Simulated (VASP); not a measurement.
Crystal: SiNi2, an entry of the Crystallography Open Database, as set up for an electronic-structure calculation.

```yaml
crystal:
  lattice:
    - [3.83600, 0.00000, 0.00000]
    - [-1.91800, 3.32207, 0.00000]
    - [0.00000, 0.00000, 4.94800]
  atoms:
    - { symbol: Ni, position: [0.66667, 0.33333, 0.75000] }
    - { symbol: Ni, position: [0.33333, 0.66667, 0.25000] }
    - { symbol: Ni, position: [0.00000, 0.00000, 0.50000] }
    - { symbol: Ni, position: [0.00000, 0.00000, 0.00000] }
    - { symbol: Si, position: [0.66667, 0.33333, 0.25000] }
    - { symbol: Si, position: [0.33333, 0.66667, 0.75000] }
```

Question: What does its first Brillouin zone look like, and which path through it is standard?

Answer: It has a primitive hexagonal lattice (hP; extended symbol hP2). The zone is a hexagonal prism in its combinatorial type: 8 faces (6 with 4 edges, 2 with 6 edges), 18 edges, 12 vertices. Path: Γ–M–K–Γ–A–L–H–A | L–M | H–K.

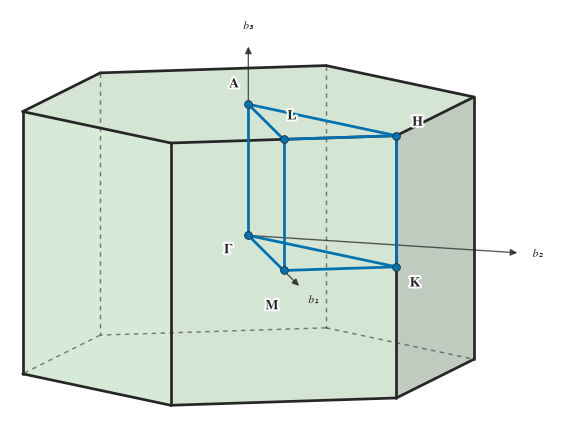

Labels and path follow the convention of Hinuma et al. (2017), as computed by seekpath; the arrows show the directions of the reciprocal primitive vectors b₁, b₂, b₃, in which coordinates are given; lengths include the factor 2π.

```csv
point,k₁,k₂,k₃,length of k (1/Å)
Γ,0,0,0,0.000
A,0,0,1/2,0.635
K,1/3,1/3,0,1.092
H,1/3,1/3,1/2,1.263
M,1/2,0,0,0.946
L,1/2,0,1/2,1.139
```
